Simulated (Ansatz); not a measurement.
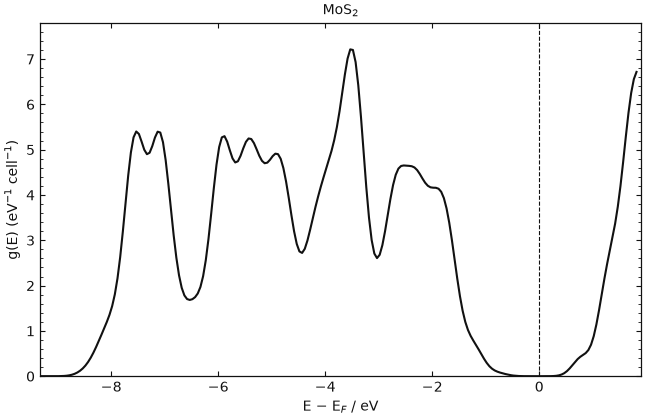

Density of states. Energies are counted from the Fermi level, put mid-gap where there is a gap. The curve is built from the levels of the k mesh with Gaussians 0.4 eV wide, which also blur the band edges.

Structure: MoS2, space group Cmcm, 6 atoms in the cell, uniaxial (y) strain −4.7%.

Method: DFT, HSE06, plane waves, PAW, no spin polarisation, 6×6×2 k mesh, 420 eV cutoff (Ansatz 0.2.0).

Is there a gap at the Fermi level, and how wide?

There is a gap; over the k points computed it is 1.56 eV (indirect; the smallest direct gap is 2.41 eV).

Where is the tallest peak of the filled states in the window?

Within the window shown, the tallest peak of the filled states lies 2.7 eV under the valence-band top, at about 7.2 states per eV and cell.

How wide is the upper valence band?

The upper group of valence states starts about 7.7 eV under the valence-band top (which lies at −0.8 eV on this axis), with a gap beneath it; it holds about 28 electrons a cell.

The atoms aren't at rest in this cell (largest force 0.4 eV/Å), so the relaxed material can differ.
